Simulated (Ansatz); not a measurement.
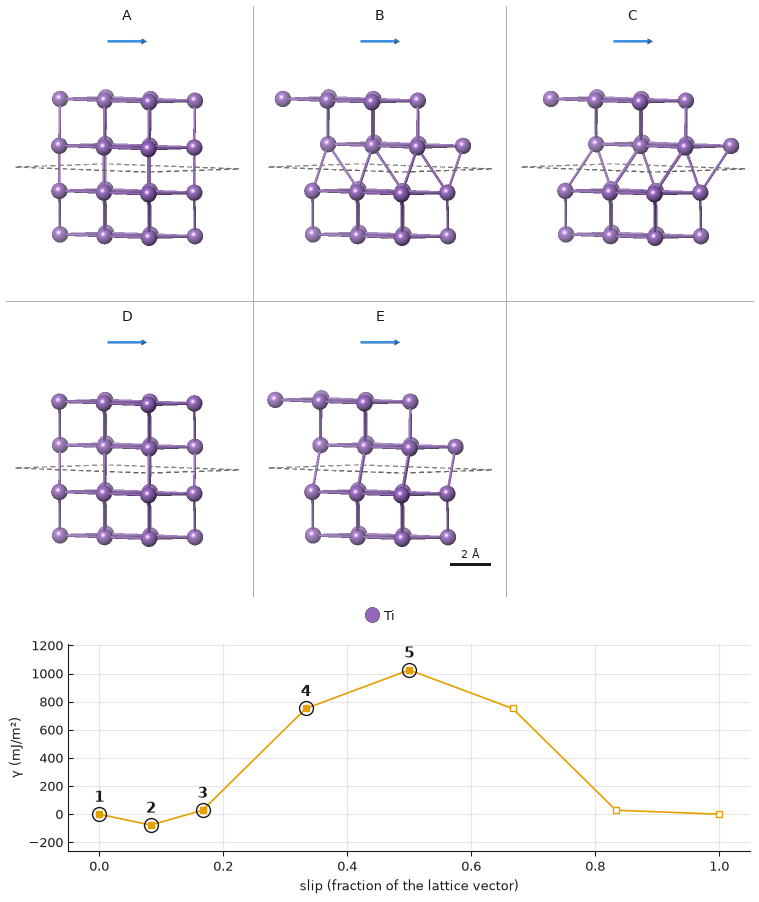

Energy scan for crystalline Ti (Im-3m), in which the crystal above a cut along the (0 1 1) plane of the conventional cell (between a plane of Ti below and one of Ti above, 2.30 Å apart) is slid rigidly by fractions of an in-plane lattice vector 4.60 Å long (a generalised stacking fault). One cut stands in each cell, which starts 9.2 Å high; nothing is relaxed, and the dashed outline marks the cut, the arrow on top the direction of slip. The frames are shuffled; the numbered points of the plot belong to them. Hollow markers are points alike by symmetry, not computed again. Style: ball-and-stick. Shown: the layers on both sides of the cut, from the side, nearly along the cut plane.

Theory: DFT r2SCAN, scalar-relativistic, plane waves, PAW in Ansatz 0.2.0. Set-up: plane-wave cutoff 500 eV; k-point mesh 22 × 22 × 7; occupations gaussian; smearing width 0.15 eV; no spin polarisation. Energies (free energies at the smearing named) are counted from the relaxed crystal.

Q: Which frame belongs to which numbered point?

A: Point 1 is frame D (the slip 0.00, 0 mJ/m²); 2 is frame E (the slip 0.083, −78 mJ/m²); 3 is frame B (the slip 0.167, 28 mJ/m²); 4 is frame C (the slip 0.333, 752 mJ/m²); 5 is frame A (the slip 0.50, 1026 mJ/m²). The curve starts and ends at zero, since a full lattice vector restores the crystal. Its highest computed point is 1026 mJ/m² at slip 0.50. The points are too sparse to place its extrema closely. Relaxation across the fault would lower the values.
